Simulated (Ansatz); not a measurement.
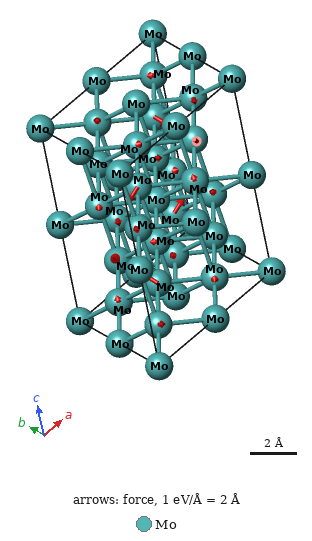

Starting geometry of a defect cell of composition Mo with the computed forces as red arrows. Style: ball-and-stick. Shown: the cell of the calculation, slightly off an axis.

Case: Mo vacancy (site a), charge +0, atoms relaxed at the host's cell.

These are results of Ansatz, DFT r2SCAN, scalar-relativistic, plane waves, PAW, not measurements. (plane-wave cutoff 500 eV; k-point mesh 4 × 4 × 4; occupations gaussian; smearing width 0.1 eV; no spin polarisation; atoms relaxed in a fixed cell; force threshold 0.025 eV/Å; at most 45 steps)

### What follows when this structure is relaxed?

It isn't relaxed: the largest force vector, on Mo atoms, is 0.43 eV/Å. The atoms end up moving mostly along the starting forces (cosine between the two patterns 0.98). The largest moves, 0.032 Å, are those of Mo atoms. The lattice vectors keep their values. Near-neighbour distances that change, for instance: Mo–Mo 2.728 → 2.706 Å, Mo–Mo 2.728 → 2.745 Å. The energy falls by 55.0 meV per cell of the calculation in 2 accepted moves (3 points after the start). The largest force component goes from 0.43 to 0.016 eV/Å. The line search rejected the trial step at point 1 of the run. Cost: 2.1 min on 8 threads of AMD EPYC 7R43 64-Core Processor (Zen 3), with other jobs on the host, peak memory 6.3 GiB.
